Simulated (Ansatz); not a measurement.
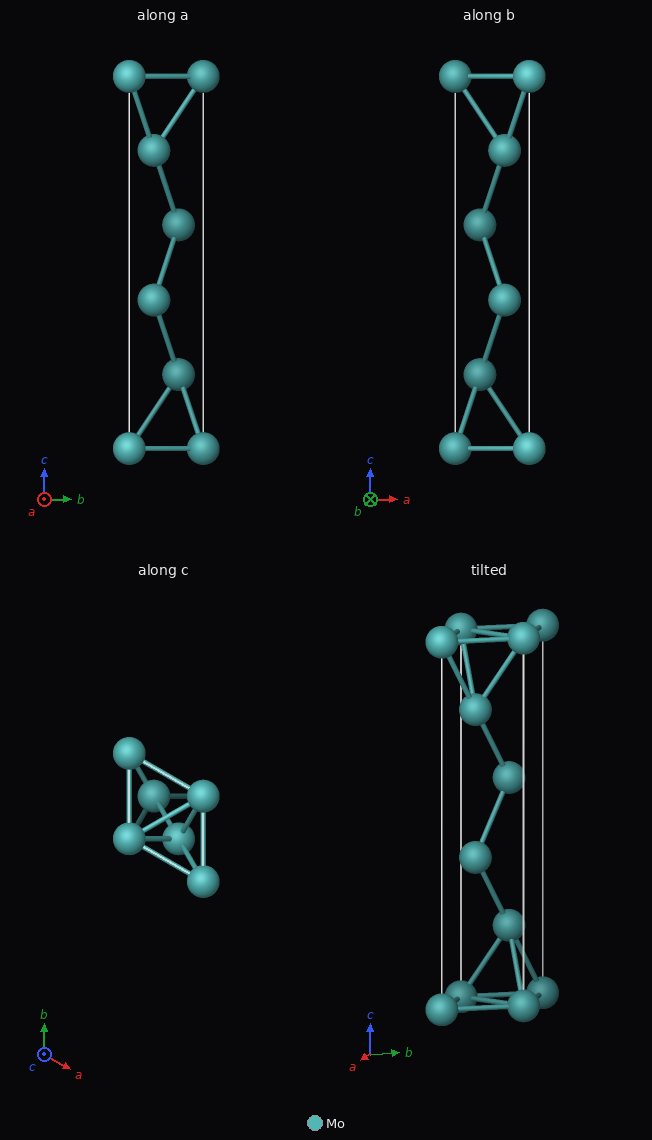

View along the a axis, along the b axis, along the c axis and slightly off an axis, drawn as a ball-and-stick model. Atoms at the boundary of the conventional unit cell (the box) are drawn once for each face, edge or corner they touch.

Lattice parameters: a = 2.744 Å, b = 2.744 Å, c = 11.954 Å, α = 90.00°, β = 90.00°, γ = 120.00°.

> Write down what is shown as a table of Wyckoff sites, with free fractional coordinates to two decimals.

Space group P-3m1 (No. 164).
```
atom  site       x       y     z
  Mo    2d  0.6667  0.3333  0.80
  Mo    1a    0.00    0.00  0.00
  Mo    2d  0.6667  0.3333  0.40
```

The initial geometry was a structure type filled with this element by a generator (whether the element takes this form wasn't checked). Atoms and cell were optimised with Ansatz 0.2.0, DFT PBEsol, scalar-relativistic, plane waves, PAW.
